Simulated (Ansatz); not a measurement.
# Mo$_{7}$S$_{17}$ (cell with a defect): what the fields show

Input

```
crystal:
  lattice:
    - [3.1492766197, -5.4547071124, 0.0]
    - [-6.2985532394, -1.0e-10, 0.0]
    - [0.0, 0.0, -12.0928266346]
  atoms:
    - { symbol: S, position: [0.3333333333, 0.1666666667, 0.75] }
    - { symbol: Mo, position: [0.8333333333, 0.1666666667, 0.75] }
    - { symbol: Mo, position: [0.3333333333, 0.6666666667, 0.75] }
    - { symbol: Mo, position: [0.8333333333, 0.6666666667, 0.75] }
    - { symbol: Mo, position: [0.1666666667, 0.3333333333, 0.25] }
    - { symbol: Mo, position: [0.6666666667, 0.3333333333, 0.25] }
    - { symbol: Mo, position: [0.1666666667, 0.8333333333, 0.25] }
    - { symbol: Mo, position: [0.6666666667, 0.8333333333, 0.25] }
    - { symbol: S, position: [0.1666666667, 0.3333333333, 0.6205140352] }
    - { symbol: S, position: [0.6666666667, 0.3333333333, 0.6205140352] }
    - { symbol: S, position: [0.1666666667, 0.8333333333, 0.6205140352] }
    - { symbol: S, position: [0.6666666667, 0.8333333333, 0.6205140352] }
    - { symbol: S, position: [0.3333333333, 0.1666666667, 0.1205140352] }
    - { symbol: S, position: [0.8333333333, 0.1666666667, 0.1205140352] }
    - { symbol: S, position: [0.3333333333, 0.6666666667, 0.1205140352] }
    - { symbol: S, position: [0.8333333333, 0.6666666667, 0.1205140352] }
    - { symbol: S, position: [0.1666666667, 0.3333333333, 0.8794859648] }
    - { symbol: S, position: [0.6666666667, 0.3333333333, 0.8794859648] }
    - { symbol: S, position: [0.1666666667, 0.8333333333, 0.8794859648] }
    - { symbol: S, position: [0.6666666667, 0.8333333333, 0.8794859648] }
    - { symbol: S, position: [0.3333333333, 0.1666666667, 0.3794859649] }
    - { symbol: S, position: [0.8333333333, 0.1666666667, 0.3794859649] }
    - { symbol: S, position: [0.3333333333, 0.6666666667, 0.3794859649] }
    - { symbol: S, position: [0.8333333333, 0.6666666667, 0.3794859649] }
  host:
    lattice:
      - [3.1492766197, 0.0, 0.0]
      - [-1.5746383099, 2.7273535562, 0.0]
      - [0.0, 0.0, 12.0928266346]
    atoms:
      - { symbol: Mo, position: [0.6666666667, 0.3333333333, 0.25] }
      - { symbol: Mo, position: [0.3333333333, 0.6666666667, 0.75] }
      - { symbol: S, position: [0.3333333333, 0.6666666667, 0.3794859648] }
      - { symbol: S, position: [0.6666666667, 0.3333333333, 0.8794859648] }
      - { symbol: S, position: [0.3333333333, 0.6666666667, 0.1205140352] }
      - { symbol: S, position: [0.6666666667, 0.3333333333, 0.6205140351] }
basis:
  ecutwfc: 420
  xc_grid: 2
kpoints:
  mp_grid: { grid: [3, 3, 2], shift: [0.0, 0.0, 0.5] }
hamiltonian:
  xc: pbe
  dispersion: d3bj
scf:
  occupations: { method: gaussian, width: 0.01 }
output:
  forces: true
  stress: false
  eigenvalues: true
  charged_corrections:
    defect_position: [0.33333333, 0.16666667, 0.75]
    epsilon: [[15.7271, 0.0, 0.0], [0.0, 15.7271, 0.0], [0.0, 0.0, 7.2062]]
  write_density: true
  write_potential: true
  elf: true
  volumetric_format: npy
relax:
  adjacent_minimum: "off"
  f_tol: 0.025
  max_steps: 45
```

Run with:

```sh
ansatz run input.yaml --threads 4 --pin off --max-ram 10240MiB --backend cpu --events-out ev --progress --plain --runs-dir out
```

The fields are those of the run's last geometry, not of the input's.

Computed without spin polarisation.

Method: Ansatz, DFT PBE+D3(BJ), scalar-relativistic, plane waves, PAW.

In a PAW calculation such maps are meaningful between the atoms, not at the nuclei.

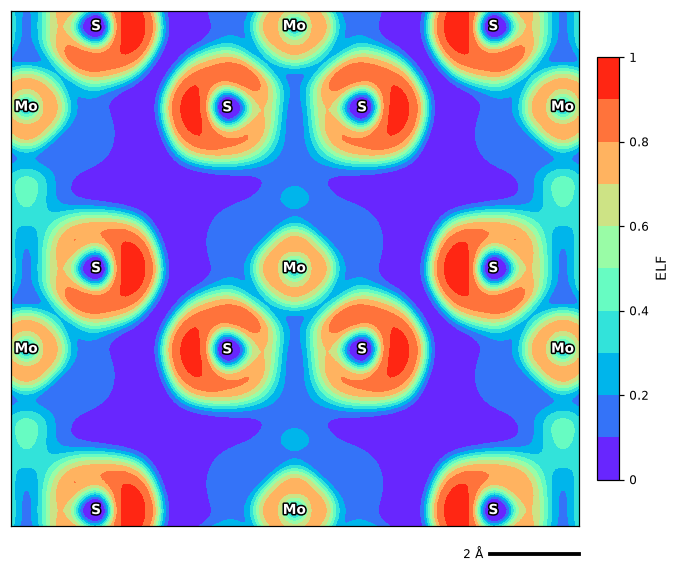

Figure 1. ELF on the (110) plane of the calculation cell.

> Read the bonding off the picture.

The section cuts through Mo and S sites.
Mo–S (2.38 Å): the ELF peaks at about 0.85 in the valence shell of S, 0.8 Å from its nucleus, and is about 0.45 at the midpoint.
The features right at Mo lie inside the PAW spheres, where the map follows smoothed inner orbitals and isn't to be read closely.

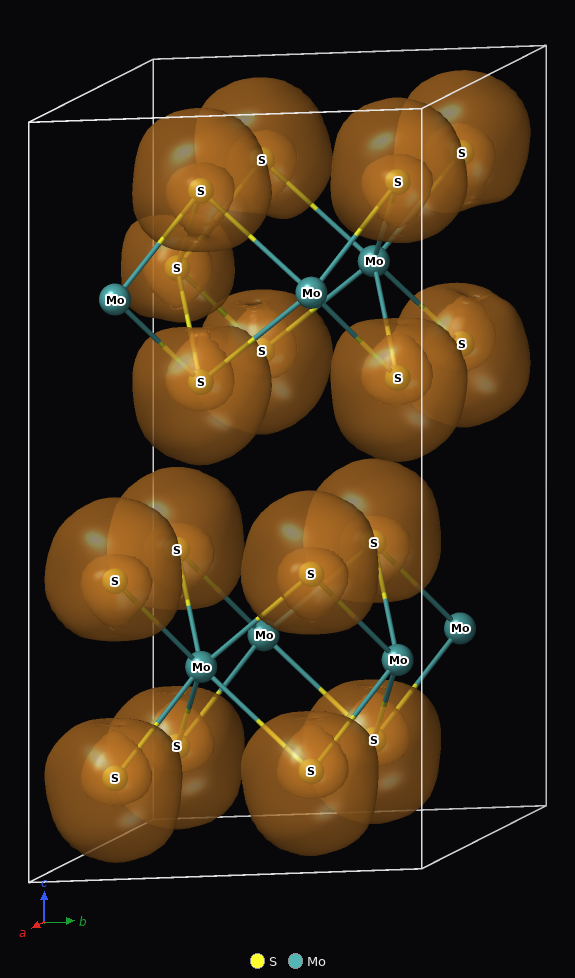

Figure 2. Isosurface of the electron localisation function at 0.7 (orange), seen slightly off an axis. Core shells and regions of very low density are left out. Sticks mark near contacts.

> What do the ELF domains correspond to?

At this value the surface marks out 17 regions wrapped around S (the valence shell of each), counted in one cell of 24 atoms. Regions shared between cells count once. Along the contacts the grid gives the following. S–S (2.35 Å): the ELF peaks at about 0.85 in the valence shell of S, 0.7 Å from its nucleus, and drops to about 0.60 between the two atoms.
